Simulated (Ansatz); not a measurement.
# SnO₂: what the fields show

```cif
data_structure
_symmetry_space_group_name_H-M 'P 1'
_symmetry_Int_Tables_number 1
_cell_length_a 3.1986
_cell_length_b 3.1986
_cell_length_c 8.6350
_cell_angle_alpha 90.000
_cell_angle_beta 90.000
_cell_angle_gamma 120.000
_cell_volume 76.51
loop_
_atom_site_label
_atom_site_type_symbol
_atom_site_fract_x
_atom_site_fract_y
_atom_site_fract_z
_atom_site_occupancy
Sn1 Sn 0.33333 0.66667 0.62451 1
Sn2 Sn 0.66667 0.33333 0.12451 1
O1 O 0.66667 0.33333 0.73873 1
O2 O 0.33333 0.66667 0.23873 1
O3 O 0.00000 0.00000 0.01176 1
O4 O 0.00000 0.00000 0.51176 1
```

Space group P6₃mc; a structure from a database of computed crystals, not necessarily the ambient phase; started from the SnS2-186 prototype, which need not be the ambient phase.

Level of theory: DFT, r2SCAN+rVV10, plane waves, PAW in Ansatz 0.2.0.

In a PAW calculation such maps are meaningful between the atoms, not at the nuclei.

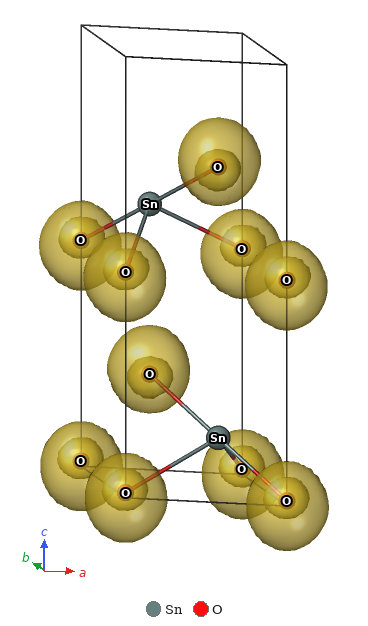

Figure 1. Isosurface of the ELF at 0.75 (yellow), seen slightly off an axis. Core shells and regions of very low density are left out. Sticks mark near contacts.

Where are the electrons localised?

The surface consists of four regions wrapped around O (the valence shell of each), counted in one cell of 6 atoms. Regions shared between cells count once. Profiles from the grid: Sn–O (2.09 Å): the ELF peaks at about 0.80 in the valence shell of O, 0.6 Å from its nucleus, and is about 0.25 at the midpoint; no localised pair shows between them.

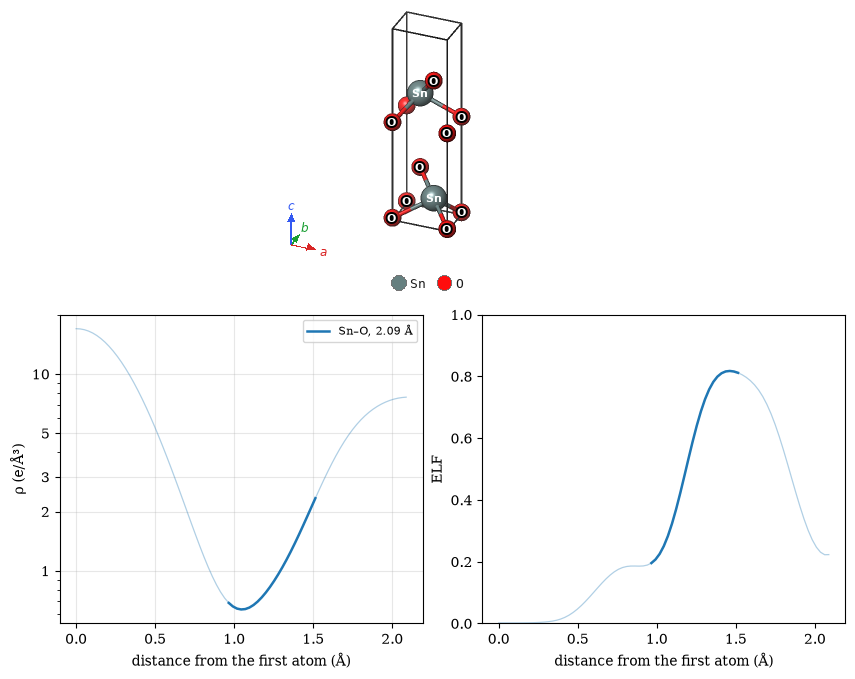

Figure 2. Valence electron density and electron localisation function along straight lines between neighbouring atoms. Thin, pale parts lie inside the atomic spheres. The structure is drawn too.

What can be read from the curves?

Sn–O (2.09 Å): ρ at the midpoint is about 0.64 e/Å³; the ELF peaks at about 0.80 in the valence shell of O, 0.6 Å from its nucleus, and is about 0.25 at the midpoint; no localised pair shows between them.

Does the calculation give a band gap?

It is gapped, with a Kohn–Sham gap of 2.4 eV on the k-point mesh (the band edges may lie off the mesh, which would make the gap smaller).
